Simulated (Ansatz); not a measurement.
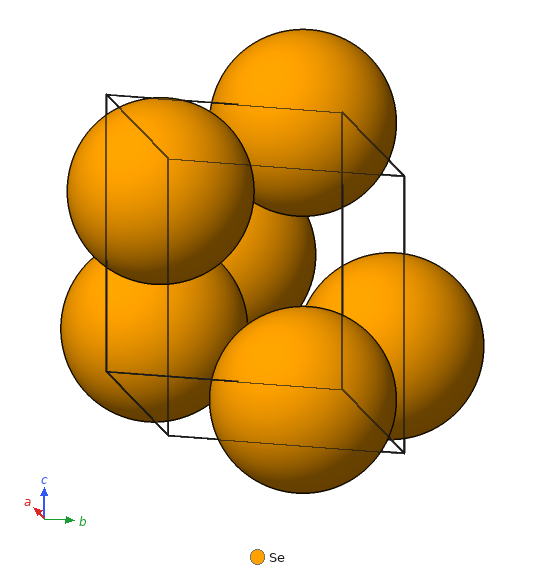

Crystal structure, space-filling style, seen from a general direction. Thin lines show the conventional unit cell, with boundary atoms drawn in all their periodic places.

Se, space group P3_121 (No. 152), a = 4.29 Å, b = 4.29 Å, c = 5.04 Å, α = 90.00°, β = 90.00°, γ = 120.00°.

Calculation details: Ansatz 0.2.0, G0W0 on PBE, plane waves, PAW; an energy cutoff of 420 eV, k-grid 6×6×4, no spin polarisation.

### Classify it as metallic or gapped, with the value.

A semiconductor at this level, with a gap of 0.84 eV, indirect; the smallest direct gap is 0.98 eV.

Starting structure: a structure listed in the Materials Project. Earlier steps of the study may have refined or changed the cell and positions. It went into a calculation with Ansatz.
